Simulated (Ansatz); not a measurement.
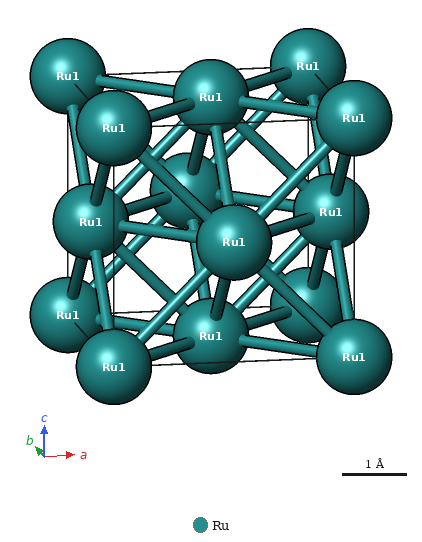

**Figure 1.** The structure as given in the input (ball-and-stick view of the cell 4 times as large as that of the calculation, set on its symmetry axes, seen slightly off an axis; atoms are numbered from 1 in the order of the input). Near neighbours in the crystal (not all of them lie inside the picture): Ru has 12 Ru at 2.71 Å.

**Ru: a changed input and its effect**

System: Ru (1 atom in the cell).
Method of run 1: DFT PBE, scalar-relativistic, plane waves, PAW, no spin polarisation (Ansatz 0.2.0).

The structure derives from an entry of the Crystallography Open Database. Text and figures count atoms from 1; the logs count them from 0 in places.

### Input file, run 1
```yaml
crystal:
  lattice:
    - [0.0, 1.915, 1.915]
    - [1.915, 0.0, 1.915]
    - [1.915, 1.915, 0.0]
  atoms:
    - { symbol: Ru, position: [0.0, 0.0, 0.0] }
basis:
  ecutwfc: 420
kpoints:
  mp_grid: { grid: [18, 18, 18] }
hamiltonian:
  xc: pbe
scf:
  occupations: { method: gaussian, width: 0.1 }
output:
  forces: true
  stress: true
  eigenvalues: true
  populations: true
```

Launched with:
```bash
ansatz run input.yaml --threads 1 --pin off --max-ram 2560MiB --backend cpu --events-out ev --progress --plain --runs-dir out
```

Hardware: 1 thread of Arm Neoverse V1, 112 GiB of memory available, shared host.

### Output, shortened to warnings, some set-up lines, iterations and results (run 1)
```
Basis set: ecut = 420 eV, 283 PW (Γ), exchange–correlation on 40×40×40 points (8 copies of the dense FFT grid, shifted against one another)
Symmetry: 48 space group operations
k-points: 195 of 5832
Initial density: superposition of atomic densities (neutral atoms: chi_scale 0, normalization atom), corrected by the library's trained network
[...]
SCF iter   1: F=—  HF=-5878.576928 eV  |F-HF|=—  |Δ(HF+E_count)|=         —  Δρ=7.38e-3  dr2=1.81e-3  ethr=1.77e-3  ⟨swp⟩=5.0  Hψ=13112  notcnv=0
SCF iter   2: F=—  HF=-5878.576621 eV  |F-HF|=—  |Δ(HF+E_count)|=   3.07e-4  Δρ=3.56e-3  dr2=3.65e-4  ethr=1.13e-5  ⟨swp⟩=2.2  Hψ=4922  notcnv=0
SCF iter   3: F=—  HF=-5878.576742 eV  |F-HF|=—  |Δ(HF+E_count)|=   1.21e-4  Δρ=1.09e-3  dr2=9.34e-5  ethr=2.28e-6  ⟨swp⟩=2.7  Hψ=3714  notcnv=0
SCF iter   4: F=—  HF=-5878.576731 eV  |F-HF|=—  |Δ(HF+E_count)|=   1.06e-5  Δρ=1.32e-4  dr2=1.45e-6  ethr=5.84e-7  ⟨swp⟩=2.5  Hψ=3404  notcnv=0
SCF iter   5: F=—  HF=-5878.576732 eV  |F-HF|=—  |Δ(HF+E_count)|=   3.11e-7  Δρ=4.13e-5  dr2=2.01e-7  ethr=9.07e-9  ⟨swp⟩=2.2  Hψ=3653  notcnv=0
SCF iter   6: F=-5878.576731 eV  HF=-5878.576731 eV  |F-HF|=1.91e-8  |Δ(HF+E_count)|=   3.93e-8  Δρ=1.51e-5  dr2=2.80e-8  ethr=6.25e-10  ⟨swp⟩=4.5  Hψ=8121  notcnv=0
SCF 1 converged in 6 iterations: F = -5878.576731 eV  dr2 = 2.80e-8
SCF converged after 6 iterations
Free energy (F): -5878.576731 eV
Harris-Foulkes:  -5878.576731 eV  (|F-HF|=1.91e-8)
Internal energy: -5878.571464 eV  (E = F + TS)
E sigma→0 (E₀):  -5878.574098 eV
Entropy (-TS):   -0.005268 eV (-5.268 meV/atom)
Fermi energy:    22.444236 eV
--- Per-component energies (eV) ---
  E_band       = -66.486345
  E_kinetic    = 513.210725
  E_local      = -1292.670960  (includes V_loc(G=0)·N_el)
  E_nonlocal   = 343.063174
  E_hartree    = 415.125836
  E_xc         = -190.190117
  E_vxc        = -238.740539  (∫ρ·V_xc dr)
  E_paw        = -3460.684426  (= ΣΔE_a)
  E_vpaw       = -221.607104  (= ΣTr[D̂ρ^β])
  E_aug_tail   = -0.000182  (compensation charges beyond the density's cutoff)
  E_ewald      = -2206.425514
  E_smearing   = -0.005268  (= −TS)
  E_closure    = 0.000000  (closes the sum)
  Σ components = -5878.576731   (vs F -5878.576731, Δ=0.00e0)
--- Forces (eV/Å), atoms counted from 1 ---
  atom   1  Ru    -0.00000000    -0.00000000     0.00000000
  max |Σ_I F_I| component: 1.03e-31 eV/Å
--- Stress (GPa, compression-positive) ---
       -4.576130       0.000000      -0.000000
        0.000000      -4.576130       0.000000
        0.000000       0.000000      -4.576130
  P = ⅓ Tr σ = -4.5761 GPa (-45.761 kbar)
--- Löwdin populations: 1 site ---
  site symbol       q [e]
     0     Ru     15.9101
  spilling = 0.005619 (of n_electrons = 16.000000)
```

The input of run 2 differs as follows (lines with − go, lines with + come):
```diff
-  mp_grid: { grid: [18, 18, 18] }
+  mp_grid: { grid: [8, 8, 8] }
-  populations: true
```

How does run 2 compare with run 1?

The free energy of run 2 is 33.7 meV per atom lower, which measures how much it depends on this numerical setting. The pressure goes from −4.58 to −5.35 GPa. The number of SCF iterations is the same. The irreducible k-points go from 195 to 29.

### Output, shortened to warnings, some set-up lines, iterations and results (run 2)
```
Basis set: ecut = 420 eV, 283 PW (Γ), exchange–correlation on 40×40×40 points (8 copies of the dense FFT grid, shifted against one another)
Symmetry: 48 space group operations
k-points: 29 of 512
Initial density: superposition of atomic densities (neutral atoms: chi_scale 0, normalization atom), corrected by the library's trained network
[...]
SCF iter   1: F=—  HF=-5878.610736 eV  |F-HF|=—  |Δ(HF+E_count)|=         —  Δρ=8.40e-3  dr2=2.56e-3  ethr=1.77e-3  ⟨swp⟩=5.0  Hψ=1928  notcnv=0
SCF iter   2: F=—  HF=-5878.610304 eV  |F-HF|=—  |Δ(HF+E_count)|=   4.31e-4  Δρ=4.10e-3  dr2=4.69e-4  ethr=1.60e-5  ⟨swp⟩=2.2  Hψ=736  notcnv=0
SCF iter   3: F=—  HF=-5878.610395 eV  |F-HF|=—  |Δ(HF+E_count)|=   9.04e-5  Δρ=1.49e-3  dr2=8.42e-5  ethr=2.93e-6  ⟨swp⟩=2.8  Hψ=567  notcnv=0
SCF iter   4: F=—  HF=-5878.610408 eV  |F-HF|=—  |Δ(HF+E_count)|=   1.29e-5  Δρ=1.14e-4  dr2=1.17e-6  ethr=5.26e-7  ⟨swp⟩=2.3  Hψ=478  notcnv=0
SCF iter   5: F=-5878.610408 eV  HF=-5878.610408 eV  |F-HF|=4.36e-8  |Δ(HF+E_count)|=   1.11e-7  Δρ=2.49e-5  dr2=7.11e-8  ethr=7.33e-9  ⟨swp⟩=2.0  Hψ=569  notcnv=0
SCF iter   6: F=-5878.610408 eV  HF=-5878.610408 eV  |F-HF|=4.00e-9  |Δ(HF+E_count)|=   1.21e-8  Δρ=6.84e-6  dr2=5.87e-9  ethr=4.44e-10  ⟨swp⟩=2.8  Hψ=1233  notcnv=0
SCF 1 converged in 6 iterations: F = -5878.610408 eV  dr2 = 5.87e-9
SCF converged after 6 iterations
Free energy (F): -5878.610408 eV
Harris-Foulkes:  -5878.610408 eV  (|F-HF|=4.00e-9)
Internal energy: -5878.606444 eV  (E = F + TS)
E sigma→0 (E₀):  -5878.608426 eV
Entropy (-TS):   -0.003963 eV (-3.963 meV/atom)
Fermi energy:    22.376893 eV
--- Per-component energies (eV) ---
  E_band       = -66.371107
  E_kinetic    = 513.298849
  E_local      = -1292.969328  (includes V_loc(G=0)·N_el)
  E_nonlocal   = 343.098819
  E_hartree    = 415.304475
  E_xc         = -190.202092
  E_vxc        = -238.756085  (∫ρ·V_xc dr)
  E_paw        = -3460.711471  (= ΣΔE_a)
  E_vpaw       = -221.655252  (= ΣTr[D̂ρ^β])
  E_aug_tail   = -0.000182  (compensation charges beyond the density's cutoff)
  E_ewald      = -2206.425514
  E_smearing   = -0.003963  (= −TS)
  E_closure    = -0.000000  (closes the sum)
  Σ components = -5878.610408   (vs F -5878.610408, Δ=0.00e0)
--- Forces (eV/Å), atoms counted from 1 ---
  atom   1  Ru    -0.00000000     0.00000000     0.00000000
  max |Σ_I F_I| component: 7.81e-32 eV/Å
--- Stress (GPa, compression-positive) ---
       -5.354213      -0.000000       0.000000
       -0.000000      -5.354213       0.000000
        0.000000      -0.000000      -5.354213
  P = ⅓ Tr σ = -5.3542 GPa (-53.542 kbar)
```

### The two runs side by side

```csv
quantity,run 1,run 2
outcome,converged,converged
free energy per atom (eV),−5878.5767,−5878.6104
"energy per atom, smearing taken to zero (eV)",−5878.5741,−5878.6084
gap on the mesh (eV),0.00,0.00
pressure (GPa),−4.58,−5.35
largest force (eV/Å),0.000,0.000
SCF iterations,6,6
irreducible k-points,195,29
plane waves at Γ,283,283
wall time (shared host),2.8 s,0.59 s
```

For run 2: The cell is under a tension of 5.4 GPa at this level, so it is not at its equilibrium volume.
